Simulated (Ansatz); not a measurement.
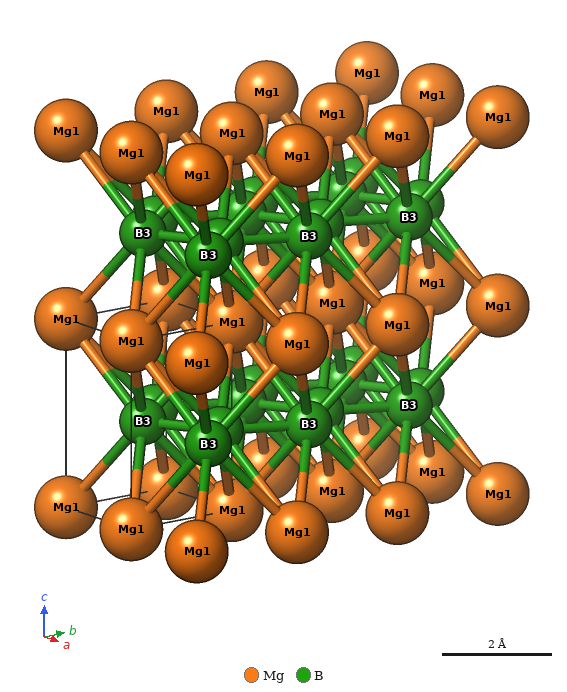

Reference structure: solid MgB2 (set up in P6/mmm). Style: ball-and-stick. Shown: the cell of the calculation, repeated 2 × 3 × 2 with one cell outlined, slightly off an axis.

Level of theory: Ansatz, DFT PBEsol, scalar-relativistic, plane waves, PAW. Settings: plane-wave cutoff 420 eV; k-point mesh 18 × 18 × 12; occupations gaussian; smearing width 0.1 eV; no spin polarisation.

Change: The volume is changed by +3.0 %. The cell's shape and the atoms are relaxed at that volume.

Input file:
```yaml
crystal:
  lattice:
    - [3.0950919345, 0.0, 0.0]
    - [-1.5475459673, 2.6804282423, 0.0]
    - [0.0, 0.0, 3.5296131618]
  atoms:
    - { symbol: Mg, position: [0.0, 0.0, 0.0] }
    - { symbol: B, position: [0.3333333333, 0.6666666667, 0.5] }
    - { symbol: B, position: [0.6666666667, 0.3333333333, 0.5] }
basis:
  ecutwfc: 420
kpoints:
  mp_grid: { grid: [18, 18, 12] }
hamiltonian:
  xc: pbesol
scf:
  occupations: { method: gaussian, width: 0.1 }
output:
  forces: true
  stress: true
  eigenvalues: true
relax:
  adjacent_minimum: "off"
  f_tol: 0.01
  max_steps: 30
  cell: { stress_tol: 0.1, fix: [volume] }
```

Launched with:
```bash
ansatz run input.yaml --threads 1 --pin off --max-ram 2560MiB --backend cpu --events-out ev --progress --plain --runs-dir out
```

Question: What does the calculation give for the changed structure?

Answer: The drawn cell changes as follows: a = b 3.065 → 3.088 Å (+0.8 %), c 3.495 → 3.545 Å (+1.4 %); the volume changes by +3.0 %. No atom moves by more than 0.005 Å relative to the cell. Near-neighbour distances before and after: B–Mg 2.487 → 2.514 Å, B–B 1.769 → 1.783 Å. The space group stays P6/mmm (No. 191). It costs 3.8 meV per atom. Pressure: 0.0 GPa before, −4.1 GPa after. Both are metals.

Drawn alike, the variant:

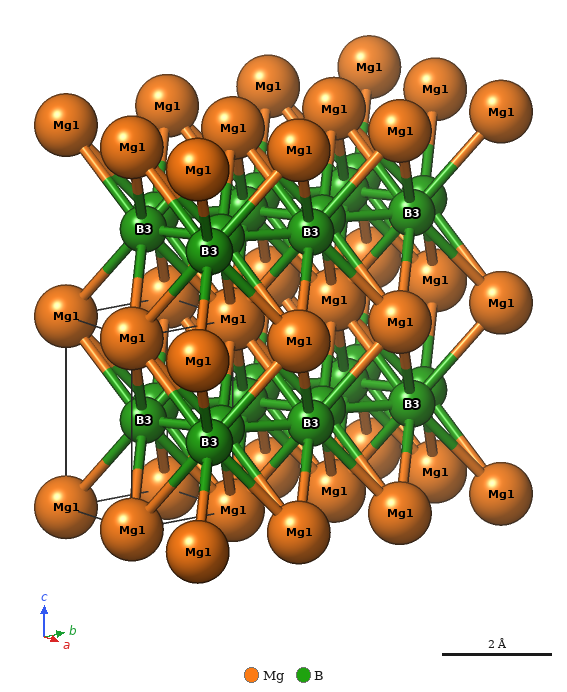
